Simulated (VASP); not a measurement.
System: RbBr, space group Fm-3m (No. 225).

Structure:
```
CELL_PARAMETERS angstrom
0.00000 3.42222 3.42222
3.42222 0.00000 3.42222
3.42222 3.42222 0.00000
ATOMIC_POSITIONS crystal
Rb 0.00000 0.00000 0.00000
Br 0.50000 0.50000 0.50000
```

Calculation (VASP 6.6.1): plane-wave DFT, no spin polarisation; elastic constants in Voigt order on the axes of the given cell. Level: PBEsol.

k mesh 6×6×6; occupations Gaussian; smearing width 0.01 eV; potentials VASP PAW PBE potentials, recommended; wave cutoff 600 eV.

What does the calculation give for the stiffness matrix in Voigt order?

All six eigenvalues of the matrix are positive (the least is 4 GPa), so the crystal is mechanically stable. Over all directions E runs from 11.0 to 33.1 GPa, a ratio of 3.0, a strong anisotropy; the crystal is close to a mechanical instability, so the softest values aren't well resolved. E is 33.1 GPa along x, y and z alike, and 11.0 GPa along the body diagonal x + y + z. The Hill averages are K = 14.1 GPa and G = 7.0 GPa; K/G = 2.01.

Stiffness matrix C (GPa), Voigt order:
```
      xx    yy    zz   yz   xz   xy
xx  34.0   4.1   4.1  0.0  0.0  0.0
yy   4.1  34.0   4.1  0.0  0.0  0.0
zz   4.1   4.1  34.0  0.0  0.0  0.0
yz   0.0   0.0   0.0  4.0  0.0  0.0
xz   0.0   0.0   0.0  0.0  4.0  0.0
xy   0.0   0.0   0.0  0.0  0.0  4.0
```

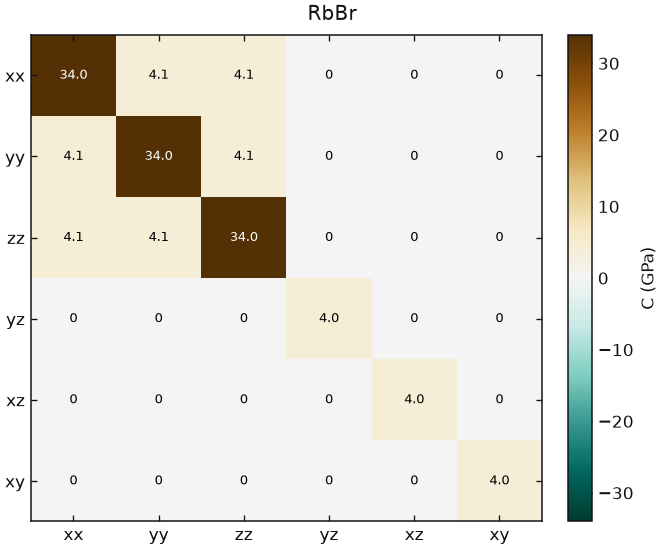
